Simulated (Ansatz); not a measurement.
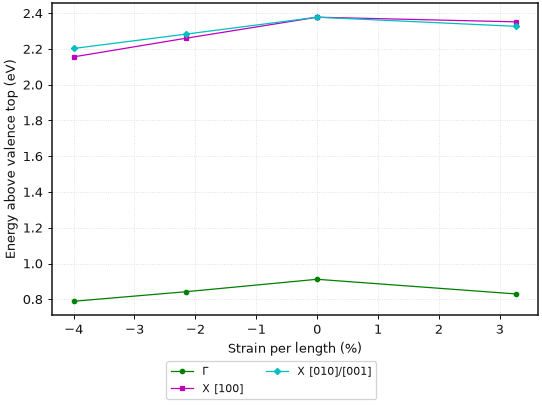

Lowest conduction level at each named k point, counted from the valence-band top at L.

System: rocksalt AgCl, space group Fm-3m (No. 225), 2 atoms in the primitive cell, relaxed with r2SCAN; unstrained, cubic a = 5.546 Å. The cell is strained along x with the other two lengths held; symmetry fixes the atoms. Points keep the names of the unstrained cell; those that the strain makes unlike carry their directions on the cubic axes x, y, z. Ansatz; PBE, Ansatz PAW set, no spin polarisation, no spin-orbit coupling, 8×8×8 k mesh, 420 eV cutoff, Fermi-Dirac smearing of 0.02 eV.

Q: How does the strain split the X points of the conduction band?

A: Unstrained, the X points are equivalent. At −4 % the lowest conduction level is 2.16 eV at X [100] and 2.20 eV at X [010]/[001] above the valence top, a splitting of 0.05 eV, or 12 meV for each 1 % of strain on average.

Q: Which of these conduction levels is lowest, and does that change?

A: The lowest is the one at Γ, over the whole range, so among these points the gap stays indirect.

The values:
| strain | Γ (eV) | X [100] (eV) | X [010]/[001] (eV) |
| --- | --- | --- | --- |
| −4 % | 0.79 | 2.16 | 2.20 |
| −2.15 % | 0.84 | 2.26 | 2.28 |
| 0 % | 0.91 | 2.38 | 2.38 |
| +3.27 % | 0.83 | 2.35 | 2.33 |

The strain splits the twofold valence top at L, and levels count from its highest part. LDA, GGA and most meta-GGA functionals understate gaps.
